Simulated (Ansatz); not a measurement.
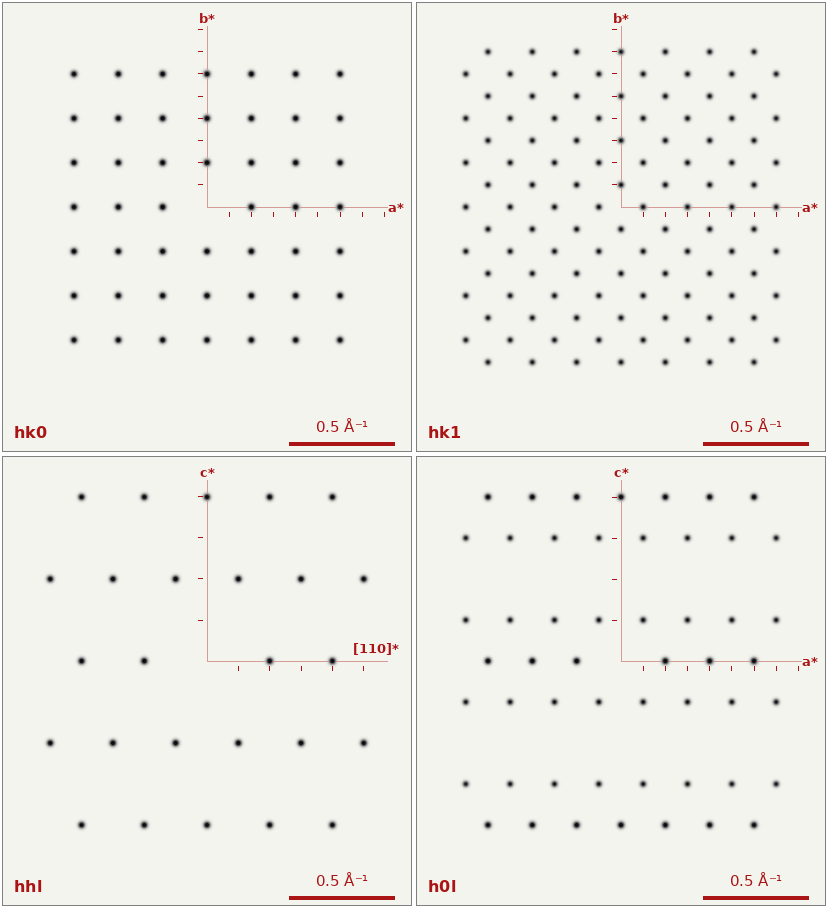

Four undistorted layers of reciprocal space, calculated for a single crystal (neutrons, kinematic |F|², B = 0.5 Å²). Tick marks count the reciprocal lattice steps of the conventional cell along each axis.

The compound is Cs. Structure: the geometry relaxed with Ansatz 0.2.0, DFT PBEsol, scalar-relativistic, plane waves, PAW; the starting structure was generated, so it need not be a known form of this composition.

### Read the reciprocal cell and give the direct cell.

a* = 0.106, b* = 0.106, c* = 0.196 Å⁻¹; the cell is tetragonal with a = 9.45 Å, c = 5.11 Å.

### Which reflection conditions do the layers show?

Reflections are present only under these conditions. hkl: h + k + l = 2n; hk0: h = 2n, k = 2n; h0l: h + l = 2n; hhl: 2h + l = 4n; h00: h = 2n; 00l: l = 4n. The lattice is body-centred (I). Further gaps, such as 2 0 2, 4 0 2, 6 0 2, come from atoms on special positions, not from the group's general conditions.

### Which space groups fit?

The intensities have Laue symmetry 4/mmm (the hk0 layer shows 4mm, hk1 shows 4mm). With these conditions only I4_1/amd (No. 141) fits.
